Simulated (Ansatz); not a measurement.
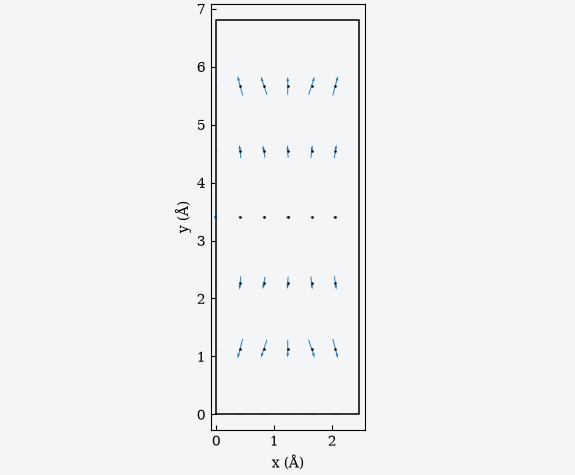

H on a C(110) slab cut from the Fmmm phase, its upper half relaxed before the scan (20 atoms of substrate and one adsorbate in a 2 × 1 cell). 
- H is moved over the surface cell at a fixed height above a rigid substrate; the origin of the map has the adsorbate above C19; the height is held at 2.50 Å.
- Places are given modulo a cell vector. The map is drawn in real space over the plane of the surface.
- The grid has 6 × 6 points; 24 points were computed and 12 follow by symmetry.
- Places are given in fractions of the 1 × 1 surface cell.
- The runs have no spin polarisation, so an open-shell adsorbate far from the surface lies too high. At a fixed height the lowest place need not be the adsorption site.
- Level of theory: Ansatz 0.2.0, DFT PBE+D3(BJ), scalar-relativistic, plane waves, PAW. Settings: cutoff 420 eV, k-mesh 6×4×1, gaussian smearing 0.1 eV, no spin polarisation.

In the figure: dots at the grid points, arrows along the force (downhill), their lengths compressed, the outline of one cell of the plane.

The arrows alone are given. Where is the energy lowest?

Answer. The arrows converge at the top site over a surface C atom, (0/6, 0/6) of the cell vectors (read from the interpolated surface).

The energy map of the same scan:

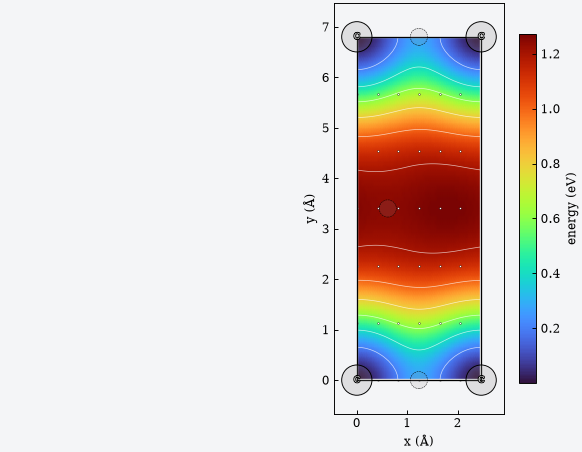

Energies are in eV, from the lowest grid point; between grid points the surface is interpolated.

PAW datasets: the set soft_1.
